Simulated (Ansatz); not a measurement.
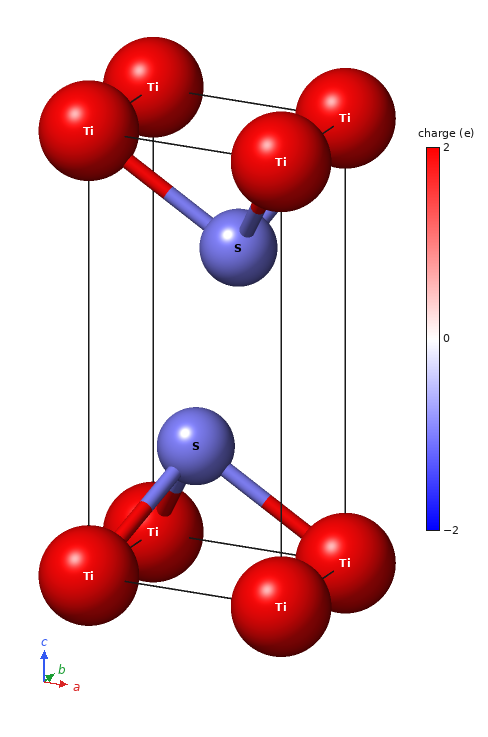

Drawn in the ball-and-stick manner and seen slightly off an axis. The simulation cell is drawn as a box. The atoms of this TiS₂ cell are coloured by their Bader charge.

Method used: Ansatz, DFT, PAW plane waves, r2SCAN+U, spin-orbit. It ran with an energy cutoff of 500 eV, k-grid 6×6×3, Methfessel-Paxton smearing of 0.029 eV, U_eff = 2.45 eV on Ti d, spinor wavefunctions.

What do the colours say about charge transfer?

Answer. Most positive: Ti; most negative: S. Charges: about Ti +1.9 e; S -1.0 e. The transfer is large, as in an ionic solid.

Provenance: a generated cell, made by putting these elements into a known structure type (the compound may or may not exist in this form). The atoms were relaxed in a fixed cell with DFT, PAW plane waves, r2SCAN+U, spin-orbit (Ansatz 0.2.0).

At this level of theory the cell isn't at rest (compressed, at 5 GPa), so its distances can differ from those at equilibrium, the more so the softer the solid.
